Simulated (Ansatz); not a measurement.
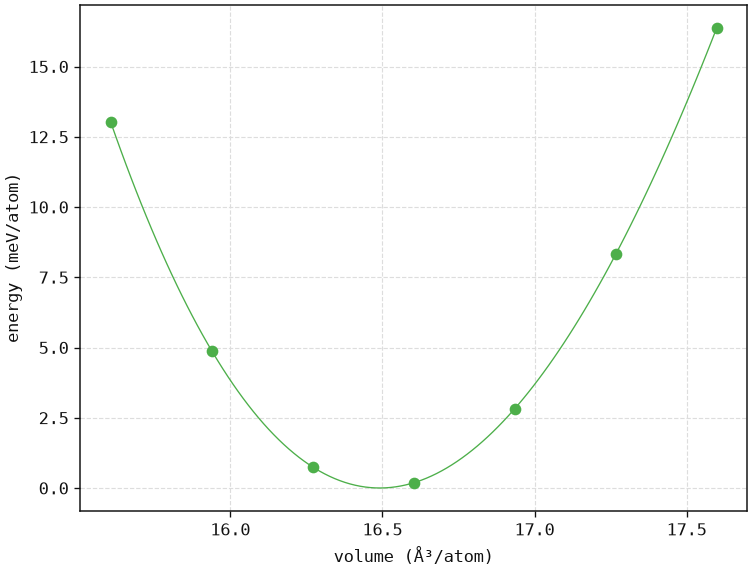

The plot gives the computed energy against volume for Al, space group Fm-3m (No. 225).

Structure:
```yaml
crystal:
  lattice:
    - [0.00000, 2.02481, 2.02481]
    - [2.02481, 0.00000, 2.02481]
    - [2.02481, 2.02481, 0.00000]
  atoms:
    - { symbol: Al, position: [0.00000, 0.00000, 0.00000] }
```

Method: plane-wave DFT, no spin polarisation; energies at scaled volumes of the given cell, shape and fractions fixed, counted from the fit's minimum, third-order Birch-Murnaghan fit (Ansatz 0.2.0). Level: PBE.

k mesh 11×11×11; occupations Fermi–Dirac; smearing width 0.05 eV; potentials JTH PAW; wave cutoff 570 eV; density cutoff 2280 eV.

From this curve and the settings, what does the calculation give for the pressure at the same points?

The pressure falls from 4.96 GPa at volume 15.61 Å³/atom to −4.45 GPa at 17.60 Å³/atom, and changes sign near 16.50 Å³/atom.

| volume (Å³/atom) | pressure (GPa) |
| --- | --- |
| 15.61 | 4.96 |
| 15.94 | 2.93 |
| 16.27 | 1.11 |
| 16.60 | −0.53 |
| 16.93 | −1.99 |
| 17.27 | −3.29 |
| 17.60 | −4.45 |
